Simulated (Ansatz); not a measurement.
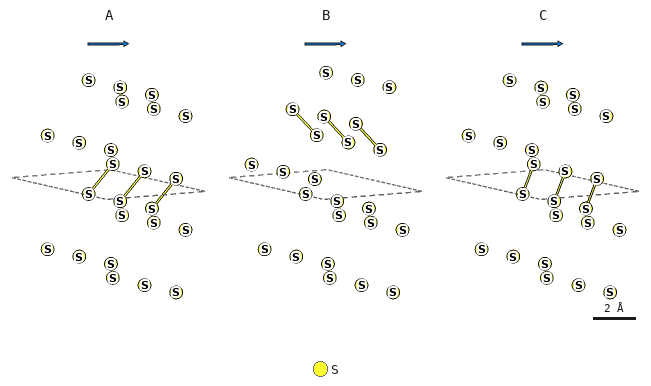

Energy scan for solid S (P4_2/mnm), in which the crystal above a cut along the (1 0 0) plane of the conventional cell (between a plane of S below and one of S above, 1.34 Å apart) is slid rigidly by fractions of an in-plane lattice vector 6.23 Å long (a generalised stacking fault). One cut stands in each cell, which starts 11.0 Å high; nothing is relaxed, and the dashed outline marks the cut, the arrow on top the direction of slip. A ball-and-stick model of the layers on both sides of the cut, seen from the side, nearly along the cut plane.

Method: DFT PBE+D3(BJ), scalar-relativistic, plane waves, PAW in Ansatz 0.2.0. Settings: plane-wave cutoff 420 eV; k-point mesh 9 × 16 × 5; occupations gaussian; smearing width 0.15 eV; no spin polarisation. Energies (free energies at the smearing named) are counted from the relaxed crystal.

Order these geometries by energy, lowest first.

Answer. Lowest first: A (the slip 0.00, 0 mJ/m²), B (the slip 0.40, 1833 mJ/m²), C (the slip 0.90, 2596 mJ/m²). Over the whole scan: the curve starts and ends at zero, since a full lattice vector restores the crystal. Its highest computed point is 6189 mJ/m² at slip 0.80. The local minimum at 0.60 (727 mJ/m²) is a metastable fault on this line; the lower of the two humps that part it from the perfect crystal is 2361 mJ/m² high. The path isn't symmetric about half-way. Relaxation across the fault would lower the values.
